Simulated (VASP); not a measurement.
## What a change does: geometry relaxation on HfO2

System: HfO2 (12 atoms in the cell).
Method of run 1: Kohn-Sham DFT of a periodic cell, BLYP with D4, VASP PAW PBE potentials, recommended, no spin polarisation (VASP 6.6.1).

The structure derives from an entry of the Crystallography Open Database. 

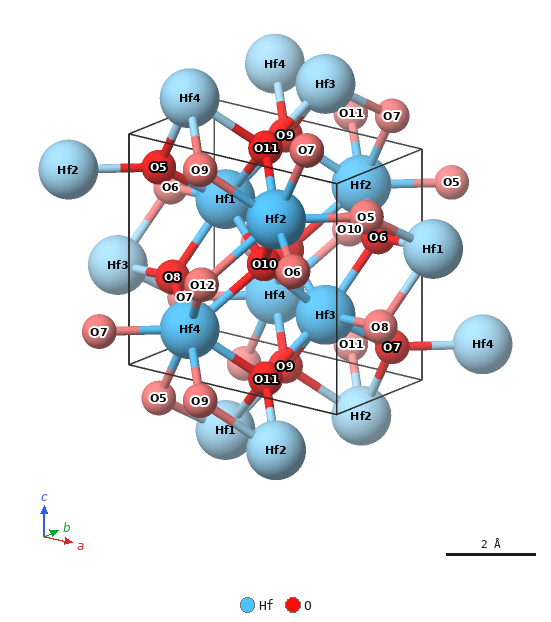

Fig. 1: The structure as given in the input (ball-and-stick view of the cell of the calculation, seen slightly off an axis; neighbours outside the cell are drawn fainter; atoms are numbered from 1 in the order of the input). Near neighbours in the crystal (not all of them lie inside the picture): Hf has 7 O at 2.03 to 2.25 Å; O has 3 Hf at 2.03 to 2.12 Å; O has 4 Hf at 2.14 to 2.25 Å.

## INCAR, run 1
```
  AGGAC = 1.0
  AGGAX = 1.0
  ALDAC = 0.0
  ALDAX = 1.0
  ALGO = Normal
  EDIFF = 1E-6
  EDIFFG = -0.01
  ENCUT = 600
  GGA = B5
  IBRION = 2
  ISIF = 3
  ISMEAR = -1
  IVDW = 13
  LASPH = T
  LCHARG = F
  LREAL = F
  LWAVE = F
  NELM = 100
  NSW = 40
  PREC = Accurate
  SIGMA = 0.05
  VDW_A1 = 0.44488865
  VDW_A2 = 4.0933009
  VDW_S6 = 1.0
  VDW_S8 = 2.34076671
```

## KPOINTS, run 1
```
k-points
0
Gamma
  5 5 5
```

## POSCAR, run 1
```
HfO2
1.0
    5.1180000000      0.0000000000      0.0000000000
    0.0000000000      5.1857000000      0.0000000000
   -0.8586630598      0.0000000000      5.2138671406
Hf O
4 8
Direct
    0.2755000000      0.4603000000      0.7080000000
    0.7245000000      0.9603000000      0.7920000000
    0.7245000000      0.5397000000      0.2920000000
    0.2755000000      0.0397000000      0.2080000000
    0.0742000000      0.1684000000      0.8467000000
    0.9258000000      0.6684000000      0.6533000000
    0.9258000000      0.8316000000      0.1533000000
    0.0742000000      0.3316000000      0.3467000000
    0.4487000000      0.7419000000      0.9801000000
    0.5513000000      0.2419000000      0.5199000000
    0.5513000000      0.2581000000      0.0199000000
    0.4487000000      0.7581000000      0.4801000000
```

Launched with:
```bash
cat potpaw_PBE.64/Hf_pv/POTCAR potpaw_PBE.64/O/POTCAR > POTCAR
mpirun -np 1 vasp_std > vasp.out
```

Hardware: 1 thread of Intel Xeon (Granite Rapids), 64 GiB of memory available, shared host.

## OSZICAR and lines of OUTCAR (run 1)
```
N       E                     dE             d eps       ncg     rms          rms(c)
DAV:   1     0.647705207095E+03    0.64771E+03   -0.55383E+04  4056   0.189E+03
DAV:   2    -0.102372891345E+03   -0.75008E+03   -0.73314E+03  5172   0.457E+02
DAV:   3    -0.141665612752E+03   -0.39293E+02   -0.39191E+02  4628   0.958E+01
DAV:   4    -0.142246493297E+03   -0.58088E+00   -0.57981E+00  4992   0.127E+01
DAV:   5    -0.142256945522E+03   -0.10452E-01   -0.10443E-01  4844   0.159E+00    0.103E+02
DAV:   6    -0.117079576340E+03    0.25177E+02   -0.14439E+02  4476   0.497E+01    0.913E+01
DAV:   7    -0.116868210833E+03    0.21137E+00   -0.65956E+00  5000   0.130E+01    0.592E+01
[...]
DAV:   4    -0.116890349248E+03    0.43999E-05   -0.17714E-05  4852   0.227E-02    0.163E-02
DAV:   5    -0.116890349686E+03   -0.43787E-06   -0.21574E-06  3232   0.784E-03
  25 F= -.12099407E+03 E0= -.12099407E+03  d E =-.932378E-04
       N       E                     dE             d eps       ncg     rms          rms(c)
DAV:   1    -0.116889114689E+03    0.12346E-02   -0.51949E-02  4056   0.113E+00    0.122E-01
DAV:   2    -0.116889168627E+03   -0.53938E-04   -0.10372E-03  4708   0.158E-01    0.476E-02
DAV:   3    -0.116889156943E+03    0.11684E-04   -0.25359E-05  5152   0.264E-02    0.266E-02
DAV:   4    -0.116889154206E+03    0.27369E-05   -0.11107E-05  4796   0.180E-02    0.130E-02
DAV:   5    -0.116889154533E+03   -0.32641E-06   -0.12901E-06  2696   0.615E-03
  26 F= -.12099410E+03 E0= -.12099410E+03  d E =-.117226E-03
[... from OUTCAR:]
  energy without entropy =     -116.88915453  energy(sigma->0) =     -116.88915453
 E-fermi :   4.4579     XC(G=0): -10.8340     alpha+bet :-11.8677
  external pressure =        0.59 kB  Pullay stress =        0.00 kB
  free  energy   TOTEN  =      -120.9940972927 eV
  energy  without entropy=     -120.9940972927  energy(sigma->0) =     -120.99409729
```

For run 2 the input was changed thus:
```diff
-  EDIFF = 1E-6
+  EDIFF = 1E-7
-  IVDW = 13
+  IVDW = 11
-  NELM = 100
+  NELM = 60
-  VDW_A1 = 0.44488865
-  VDW_A2 = 4.0933009
-  VDW_S8 = 2.34076671
+  VDW_S8 = 1.682
+  VDW_SR = 1.094
+  VDW_SR8 = 1.0
```

Predict how the results change.

The total energies belong to different models, so their difference says nothing on which is more stable or more accurate. The gap on the mesh goes from 4.13 to 4.09 eV. The SCF takes 209 iterations over all geometry steps against 158.

## OSZICAR and lines of OUTCAR (run 2)
```
N       E                     dE             d eps       ncg     rms          rms(c)
DAV:   1     0.647705207095E+03    0.64771E+03   -0.55383E+04  4056   0.189E+03
DAV:   2    -0.102372891345E+03   -0.75008E+03   -0.73314E+03  5172   0.457E+02
DAV:   3    -0.141665612752E+03   -0.39293E+02   -0.39191E+02  4628   0.958E+01
DAV:   4    -0.142246493297E+03   -0.58088E+00   -0.57981E+00  4992   0.127E+01
DAV:   5    -0.142256945522E+03   -0.10452E-01   -0.10443E-01  4844   0.159E+00    0.103E+02
DAV:   6    -0.117079576340E+03    0.25177E+02   -0.14439E+02  4476   0.497E+01    0.913E+01
DAV:   7    -0.116868210833E+03    0.21137E+00   -0.65956E+00  5000   0.130E+01    0.592E+01
[...]
DAV:   7    -0.116888857927E+03   -0.63738E-07   -0.15661E-07  2656   0.228E-03
  25 F= -.12100540E+03 E0= -.12100540E+03  d E =-.168098E-03
       N       E                     dE             d eps       ncg     rms          rms(c)
DAV:   1    -0.116888262054E+03    0.59581E-03   -0.47339E-02  4056   0.111E+00    0.128E-01
DAV:   2    -0.116888346422E+03   -0.84368E-04   -0.10708E-03  4544   0.166E-01    0.537E-02
DAV:   3    -0.116888336548E+03    0.98732E-05   -0.37735E-05  5232   0.336E-02    0.334E-02
DAV:   4    -0.116888334085E+03    0.24635E-05   -0.73794E-06  4936   0.144E-02    0.137E-02
DAV:   5    -0.116888334136E+03   -0.51550E-07   -0.26449E-06  5560   0.883E-03    0.396E-03
DAV:   6    -0.116888334134E+03    0.27521E-08   -0.30403E-07  3608   0.319E-03
  26 F= -.12100546E+03 E0= -.12100546E+03  d E =-.526096E-04
[... from OUTCAR:]
  energy without entropy =     -116.88833413  energy(sigma->0) =     -116.88833413
 E-fermi :   4.4265     XC(G=0): -10.8267     alpha+bet :-11.8547
  external pressure =        0.05 kB  Pullay stress =        0.00 kB
  free  energy   TOTEN  =      -121.0054572004 eV
  energy  without entropy=     -121.0054572004  energy(sigma->0) =     -121.00545720
```

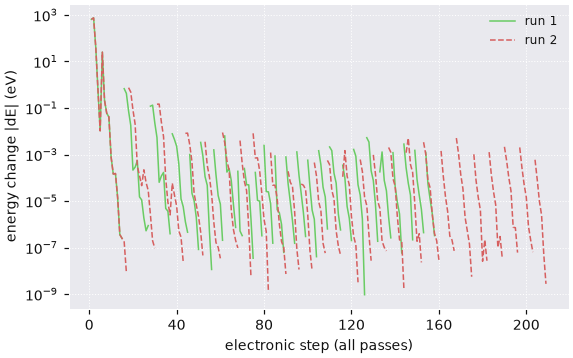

Fig. 2: Convergence of the two runs: energy change |dE| against the electronic step. A break in a curve parts two SCF passes. Run 1 takes 158 steps in all, and run 2 takes 209.

## The two runs side by side

| quantity | run 1 | run 2 |
| --- | --- | --- |
| outcome | converged | converged |
| free energy per atom (eV) | −10.0828 | −10.0838 |
| gap on the mesh (eV) | 4.13 | 4.09 |
| pressure (GPa) | 0.06 | 0.00 |
| volume per atom (Å³) | 11.70 | 11.71 |
| largest force (eV/Å) | 0.009 | 0.008 |
| SCF iterations | 158 | 209 |
| irreducible k-points | 39 | 39 |

For both runs: Spin–orbit coupling is left out, which matters for Hf.
